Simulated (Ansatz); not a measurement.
TaN: single-point calculation

- system: TaN (P6₃/mmc, 4 atoms in the cell)
- method: DFT PBEsol, scalar-relativistic, plane waves, PAW, spin-polarised (Ansatz 0.2.0)

The structure derives from an entry of the Crystallography Open Database.

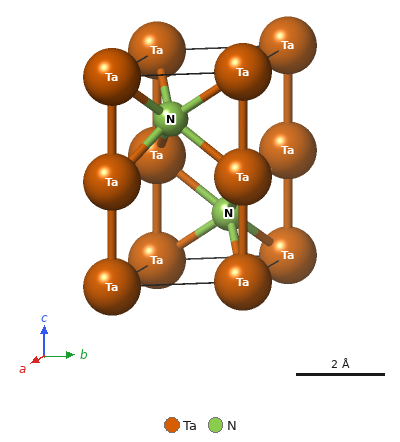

*The structure (ball-and-stick view of the cell of the calculation, seen slightly off an axis).*

Near neighbours in the crystal (not all of them lie inside the picture): Ta has 6 N at 2.15 Å and 2 Ta at 2.46 Å; N has 6 Ta at 2.15 Å.

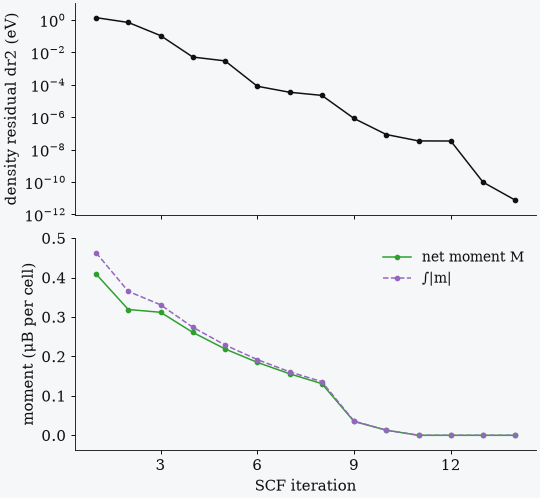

*Convergence of the self-consistent field: density residual dr2 and magnetic moment against the SCF iteration.*

The residual falls at every step. The net moment goes from 0.4 to 0.0 μB per cell, and ∫|m| falls to zero.

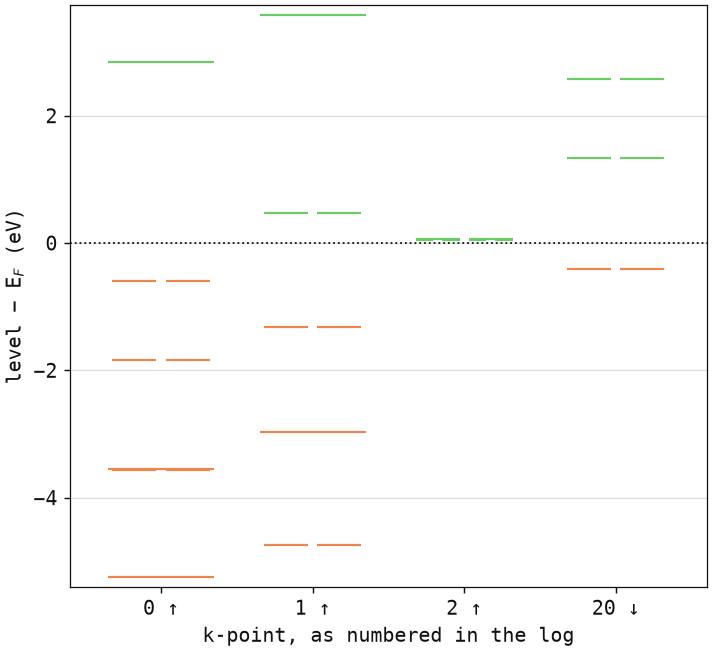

*Kohn–Sham levels near the Fermi level (dotted) at the few k-points that the log prints; levels within 0.02 eV of each other stand side by side.*

The system is metallic on the full mesh.

The input that produced these results follows, with the program's output.

Input
```yaml
crystal:
  lattice:
    - [3.0480019786, 0.0, 0.0]
    - [-1.5240009893, 2.6396471442, 0.0]
    - [0.0, 0.0, 4.918]
  atoms:
    - { symbol: Ta, position: [0.0, 0.0, 0.0], spin: 1.0 }
    - { symbol: Ta, position: [0.0, 0.0, 0.5], spin: 1.0 }
    - { symbol: "N", position: [0.3333333333, 0.6666666667, 0.25] }
    - { symbol: "N", position: [0.6666666667, 0.3333333333, 0.75] }
basis:
  ecutwfc: 420
kpoints:
  mp_grid: { grid: [6, 6, 4] }
hamiltonian:
  xc: pbesol
scf:
  occupations: { method: gaussian, width: 0.1 }
  lower_state_search: "off"
output:
  forces: true
  stress: true
  eigenvalues: true
  populations: true
magnetization:
  spin_polarized: true
```

Launch command:
```bash
ansatz run input.yaml --threads 2 --pin off --max-ram 5120MiB --backend cpu --events-out ev --progress --plain --runs-dir out
```

What the program printed
```
Engine: ansatz 0.2.0, x86_64-unknown-linux-gnu
Pseudopotentials: kind: paw
Pseudopotential: Ta, paw, valence charge 13, recommended cutoff 420 eV (normal), Ta.paw.azcp
Pseudopotential: N, paw, valence charge 5, recommended cutoff 420 eV (normal), N.paw.azcp
Functional definition: PBEsol
  exchange = pbesol_x
  correlation = pbesol_c
Crystal: 4 atoms, lattice volume = 39.569 Å³
Basis set: ecut = 420 eV, 785 PW (Γ), exchange–correlation on 48×48×72 points (8 copies of the dense FFT grid, shifted against one another)
Bands: 23, of which v1, the nominal top of the filled ones, is band 18 counted from 1 (17 counted from 0)
Symmetry: 24 space group operations
Space group: P63/mmc (ITA 194), of the structure as read, at distance tolerance 3.4e-5 Å
Magnetic group: BNS 194.263 (UNI 1493), of the structure as read, at distance tolerance 3.4e-5 Å
k-points: 21 of 144
Non-local potential: Ta, projectors of the file, l = 0: 3, l = 1: 2, l = 2: 2, l = 3: 1
Non-local potential: N, projectors of the file, l = 0: 2, l = 1: 2, l = 2: 1
PAW form: soft (Blöchl's): semilocal exchange-correlation on the pseudo side does not see the compensation charge
PAW frozen core: Ta, regenerated for the run's functional, and the local potential with it (the file was generated under x = pbe(κ = 0.804, μ = 0.2195149727645171), c = pbe(β = 0.06672455060314922))
PAW frozen core: N, regenerated for the run's functional, and the local potential with it (the file was generated under x = pbe(κ = 0.804, μ = 0.2195149727645171), c = pbe(β = 0.06672455060314922))
PAW one-centre angular grid: Ta, 590 points (default); XC on 64 Gauss nodes
PAW one-centre angular grid: N, 110 points (default); XC on 64 Gauss nodes
Initial density: superposition of atomic densities (chi_scale 0.1, normalization cell, long waves kept (reshape's long-wave potential 0.00 eV rms))
Starting moments: Σ|m| = 2 μB on 2 of 4 sites
Initial wavefunctions: pseudopotential atomic-orbital guess
Functional: x = pbesol(κ = 0.804, μ = 0.12345679012345678), c = pbesol(β = 0.046)
SCF iter   1: F=—  HF=-20372.092808 eV  |F-HF|=—  |Δ(HF+E_count)|=         —  Δρ=5.33e-2 (↑4.62e-2 ↓5.33e-2)  dr2=1.36e0  dr2_m=5.65e-1  M=0.409 μB ∫|m|=0.463 μB  β_m=0.30  ethr=3.10e-3  ⟨swp⟩=5.6  Hψ=4419  notcnv=0
preconditioner: auto → Kerker (q_TF=auto, 2.686 Å⁻¹)  [metal: Δε(μ)=0.028 eV  Ē_g=10.745 eV  σ=0.100 eV  W_gap=0.16  n_scr=10 (ndim 8)  ℏωp=26.4 eV  f_vac=0.000  D(μ)=3.13/eV (n_scr^D=34)]
spin=Collinear: Kerker preconditioning applied to the charge; magnetization (m = ρ↑ − ρ↓) channel mixes plain (no charge-response kernel on spin).
SCF iter   2: F=—  HF=-20372.042438 eV  |F-HF|=—  |Δ(HF+E_count)|=   5.04e-2  Δρ=3.96e-2 (↑3.31e-2 ↓3.96e-2)  dr2=6.86e-1  dr2_m=3.04e-1  M=0.319 μB ∫|m|=0.365 μB  β_m=0.30  ethr=3.10e-3  ⟨swp⟩=1.1  Hψ=1305  notcnv=0
SCF iter   3: F=—  HF=-20371.958376 eV  |F-HF|=—  |Δ(HF+E_count)|=   8.41e-2  Δρ=2.49e-2 (↑1.97e-2 ↓2.49e-2)  dr2=1.06e-1  dr2_m=1.53e-1  M=0.312 μB ∫|m|=0.331 μB  β_m=0.30  ethr=1.91e-3  ⟨swp⟩=2.1  Hψ=1475  notcnv=0  defer=10
SCF iter   4: F=—  HF=-20371.953458 eV  |F-HF|=—  |Δ(HF+E_count)|=   4.92e-3  Δρ=1.54e-2 (↑1.52e-2 ↓1.54e-2)  dr2=5.04e-3  dr2_m=8.32e-2  M=0.261 μB ∫|m|=0.274 μB  β_m=0.30  ethr=2.94e-4  ⟨swp⟩=2.6  Hψ=1841  notcnv=0  defer=24
SCF iter   5: F=—  HF=-20371.969114 eV  |F-HF|=—  |Δ(HF+E_count)|=   1.57e-2  Δρ=1.14e-2 (↑1.14e-2 ↓1.14e-2)  dr2=2.93e-3  dr2_m=4.59e-2  M=0.219 μB ∫|m|=0.229 μB  β_m=0.30  ethr=1.40e-5  ⟨swp⟩=1.3  Hψ=1248  notcnv=0  defer=25
SCF iter   6: F=—  HF=-20371.978809 eV  |F-HF|=—  |Δ(HF+E_count)|=   9.70e-3  Δρ=8.41e-3 (↑8.38e-3 ↓8.41e-3)  dr2=7.97e-5  dr2_m=2.55e-2  M=0.185 μB ∫|m|=0.192 μB  β_m=0.30  ethr=8.13e-6  ⟨swp⟩=2.6  Hψ=1607  notcnv=0  defer=25
SCF iter   7: F=—  HF=-20371.984138 eV  |F-HF|=—  |Δ(HF+E_count)|=   5.33e-3  Δρ=6.33e-3 (↑6.33e-3 ↓6.30e-3)  dr2=3.40e-5  dr2_m=1.45e-2  M=0.156 μB ∫|m|=0.161 μB  β_m=0.30  ethr=2.21e-7  ⟨swp⟩=2.4  Hψ=1626  notcnv=0  defer=25
Mixer restart at iter 7: flushing history
spin-set hold released at iteration 7 (site moments contracting): the magnetisation degrees of freedom join the quasi-Newton model from the next iteration; the mixer history was flushed
SCF iter   8: F=—  HF=-20371.987366 eV  |F-HF|=—  |Δ(HF+E_count)|=   3.23e-3  Δρ=4.81e-3 (↑4.81e-3 ↓4.79e-3)  dr2=2.18e-5  dr2_m=8.34e-3  M=0.131 μB ∫|m|=0.136 μB  β_m=0.65  ethr=9.44e-8  ⟨swp⟩=2.5  Hψ=1845  notcnv=0  defer=25
SCF iter   9: F=—  HF=-20371.992918 eV  |F-HF|=—  |Δ(HF+E_count)|=   5.55e-3  Δρ=6.13e-4 (↑6.13e-4 ↓6.09e-4)  dr2=8.21e-7  dr2_m=1.35e-4  M=0.035 μB ∫|m|=0.036 μB  β_m=0.82  ethr=6.06e-8  ⟨swp⟩=3.0  Hψ=2135  notcnv=0  defer=25
SCF iter  10: F=—  HF=-20371.993207 eV  |F-HF|=—  |Δ(HF+E_count)|=   2.89e-4  Δρ=2.19e-4 (↑2.19e-4 ↓2.17e-4)  dr2=8.41e-8  dr2_m=1.72e-5  M=0.013 μB ∫|m|=0.013 μB  β_m=0.91  ethr=2.28e-9  ⟨swp⟩=3.0  Hψ=2412  notcnv=0  defer=25
SCF iter  11: F=—  HF=-20371.993252 eV  |F-HF|=—  |Δ(HF+E_count)|=   4.47e-5  Δρ=1.23e-5 (↑1.23e-5 ↓8.45e-6)  dr2=3.39e-8  dr2_m=3.19e-8  M=0.000 μB ∫|m|=0.000 μB  β_m=0.96  ethr=2.34e-10  ⟨swp⟩=4.2  Hψ=2875  notcnv=0  defer=25
iter 12 did not close the SCF: its close was put off for a magnetic moment that had not settled (scf_convergence_deferred on its scf_iter line)
SCF iter  12: F=-20371.993252 eV  HF=-20371.993252 eV  |F-HF|=2.78e-8  |Δ(HF+E_count)|=   6.11e-8  Δρ=6.33e-6 (↑3.71e-6 ↓6.33e-6)  dr2=3.34e-8  dr2_m=1.55e-9  M=0.000 μB ∫|m|=0.000 μB  β_m=0.82  ethr=9.41e-11  ⟨swp⟩=4.9  Hψ=3976  notcnv=0
iter 13 did not close the SCF: its close was put off for a magnetic moment that had not settled (scf_convergence_deferred on its scf_iter line)
SCF iter  13: F=-20371.993252 eV  HF=-20371.993252 eV  |F-HF|=1.53e-10  |Δ(HF+E_count)|=   6.21e-9  Δρ=8.35e-7 (↑8.35e-7 ↓8.16e-7)  dr2=9.63e-11  dr2_m=2.26e-10  M=-0.000 μB ∫|m|=0.000 μB  β_m=0.91  ethr=9.28e-11  ⟨swp⟩=2.0  Hψ=2906  notcnv=0
SCF iter  14: F=-20371.993252 eV  HF=-20371.993252 eV  |F-HF|=3.64e-12  |Δ(HF+E_count)|=  2.33e-10  Δρ=1.63e-7 (↑1.63e-7 ↓1.39e-7)  dr2=7.48e-12  dr2_m=6.57e-12  M=-0.000 μB ∫|m|=0.000 μB  ethr=1.00e-12  ⟨swp⟩=1.0  Hψ=2585  notcnv=0
WARN: the starting moments were not kept: the SCF closed with an absolute magnetisation of 4.1e-6 μB, where they sum to 2 μB in size (2 sites). That is at most 0.1 of that sum. Measured as dr2_m measures the in/out step, that magnetisation stands 1.6e-12 eV from none, at or under the dr2_threshold of 1.0e-7 eV: it is no larger than a step whose dr2_m would equal this threshold. The system may hold no moment; this SCF shows only that its start led to no more than that. To try another start: raise the starting moments (crystal.atoms[].spin, magnetization.per_species, magnetization.initial_magnetization, or on a non-collinear deck that types none of these the spinor_matrix: blocks that start its atoms; where the total moment is fixed, keep their sum and leave initial_magnetization as it is; typed ones take the place of any that the run laid by itself, positive ones on a crystal's lanthanoids without a Hubbard term where scf.initial_density.shell_occupations: [] is typed) or, if the notice of its spin-set hold's release reads "site moments contracting" or "site moments show no strong build", lengthen the hold (scf.mixing.spin_hold: { on: { confirm: 4 } }; for m-r²SCAN on two components see the key's manual first). Each may lead to a state that holds a moment. A second SCF, from the converged charge density, with the starting moments and any scf.initial_density.shell_occupations laid on it anew, would have followed, and was not run: the deck does not ask for one (magnetization.retry_lost_moments is false, the default). To let it run, set magnetization.retry_lost_moments: true and run the deck again, where that key's refused combinations let it; where memory then withholds it, that run's warning says so.
SCF 1 converged in 14 iterations: F = -20371.993252 eV  dr2 = 7.48e-12
  greatest PAW one-centre occupation: 1.000 electrons in one spin orbital (limit 2), on the Ta atom at site 1 (counted from 0), in its partial waves of l = 0
SCF converged after 14 iterations
Magnetization: -0.0000 μB (18.0000 up, 18.0000 down)
Absolute magnetization: 0.0000 μB (∫|ρ↑−ρ↓|, with the PAW one-centre terms)
Spin contamination: 0.0000 ħ² per cell (⟨S²⟩ above its minimum at these occupations)
Per-site moments (μB) at R_I (Å): [(-5.311117191631924e-7, 0.8855254118781838), (-5.311117191667037e-7, 0.885525411878184), (4.6085333506962317e-7, 0.885525411878184), (4.608533350878183e-7, 0.8855254118781838)]
Free energy (F): -20371.993252 eV
Harris-Foulkes:  -20371.993252 eV  (|F-HF|=3.64e-12)
Internal energy: -20371.979288 eV  (E = F + TS)
E sigma→0 (E₀):  -20371.986270 eV
Entropy (-TS):   -0.013964 eV (-3.491 meV/atom)
Fermi energy:    22.733481 eV
--- Per-component energies (eV) ---
  E_band       = -38.289325
  E_kinetic    = 1019.948086
  E_local      = -1153.315117  (includes V_loc(G=0)·N_el)
  E_nonlocal   = 130.734531
  E_hartree    = 404.331629
  E_xc         = -561.174749
  E_vxc        = -570.299842  (∫ρ·V_xc dr)
  E_paw        = -16794.362684  (= ΣΔE_a)
  E_vpaw       = -274.020784  (= ΣTr[D̂ρ^β])
  E_aug_tail   = 0.000525  (compensation charges beyond the density's cutoff)
  E_ewald      = -3418.625000
  E_core_change = 0.483491  (= ΣΔE_core)
  E_smearing   = -0.013964  (= −TS)
  E_closure    = 0.000000  (closes the sum)
  Σ components = -20371.993252   (vs F -20371.993252, Δ=0.00e0)
--- Forces (eV/Å), atoms counted from 1 ---
  atom   1  Ta     0.00000000     0.00000000    -0.00000000
  atom   2  Ta     0.00000000    -0.00000000     0.00000000
  atom   3  N     -0.00000000    -0.00000000     0.00000000
  atom   4  N     -0.00000000     0.00000000     0.00000000
  max |Σ_I F_I| component: 1.11e-16 eV/Å
--- Stress (GPa, compression-positive) ---
       20.018185       0.000000       0.000000
       -0.000000      20.018185       0.000000
        0.000000       0.000000     104.976551
  P = ⅓ Tr σ = 48.3376 GPa (483.376 kbar)
--- Band table (eV; the first three rows and the last of 42) ---
  k-point 0 ↑: bands = ["-46.0276", "-45.7205", "-14.3426", "-12.4607", "-12.4607", "-12.0821", "-12.0821", "-11.2739", "3.8585", "7.2827", "12.6322", "14.8772", "14.8772", "17.4782", "19.1598", "19.1598", "19.1837", "20.8973", "20.8973", "22.1355", "22.1355", "25.5739", "27.0545"]
  k-point 1 ↑: bands = ["-45.9833", "-45.7662", "-13.9546", "-12.4074", "-12.4074", "-12.1397", "-12.1397", "-11.8010", "4.2953", "6.6086", "13.5434", "15.2755", "15.2755", "17.1699", "17.9909", "17.9909", "19.7578", "21.4207", "21.4207", "23.2013", "23.2013", "26.3172", "26.5282"]
  k-point 2 ↑: bands = ["-45.8755", "-45.8755", "-12.9451", "-12.9451", "-12.2756", "-12.2756", "-12.2756", "-12.2756", "5.3608", "5.3608", "15.4227", "15.4227", "16.3912", "16.3912", "16.3912", "16.3912", "22.7792", "22.7792", "22.7792", "22.7792", "22.8004", "22.8004", "27.4029"]
  k-point 20 ↓: bands = ["-45.8169", "-45.8169", "-12.8719", "-12.8719", "-12.8304", "-12.8304", "-12.7380", "-12.7380", "6.2137", "6.2137", "14.3879", "14.3879", "15.9137", "15.9137", "16.6387", "16.6387", "22.3285", "22.3285", "24.0759", "24.0759", "25.3100", "25.3100", "27.7809"]
--- Löwdin populations: 4 sites ---
  site symbol       q [e]    m [muB]
     0     Ta     12.2817    -0.0000
     1     Ta     12.2817    -0.0000
     2      N      5.6462     0.0000
     3      N      5.6462     0.0000
  spilling = 0.004009 (of n_electrons = 36.000000)
```

File populations.tsv
```
# site	symbol	l	j	q_up	q_dn
# orbitals = lowdin
# n_electrons = 36.000000
# spilling = 0.004009
0	Ta	0_5S	-	0.964178	0.964178
0	Ta	0_6S	-	0.246462	0.246462
0	Ta	1_5P	-	2.984594	2.984594
0	Ta	2_5D	-	1.945603	1.945605
1	Ta	0_5S	-	0.964178	0.964178
1	Ta	0_6S	-	0.246462	0.246462
1	Ta	1_5P	-	2.984594	2.984594
1	Ta	2_5D	-	1.945603	1.945605
2	N	0_2S	-	0.715566	0.715566
2	N	1_2P	-	2.107516	2.107516
3	N	0_2S	-	0.715566	0.715566
3	N	1_2P	-	2.107516	2.107516
```

Results in brief

| quantity | value |
| --- | --- |
| outcome | converged |
| space group (tolerance 0.01 Å) | P6₃/mmc (194) |
| electrons treated | 36 |
| free energy | −20371.9933 eV |
| Fermi energy | 22.733 eV |
| gap on the k-point mesh | none (metallic) |
| net moment of the cell | 0.00 μB |
| integrated absolute moment | 0.00 μB |
| pressure | 48.34 GPa |
| largest force (length of the vector) | under 0.001 eV/Å |
| hardware | 2 threads of Intel Xeon (Granite Rapids), 32 GiB of memory available, shared host |
| wall time | 1.5 s (CPU time 2.6 s) |
| peak memory | 0.37 GiB |

Remarks

Warnings of the run: some starting moments were not kept. Spin–orbit coupling is left out, which matters for Ta.
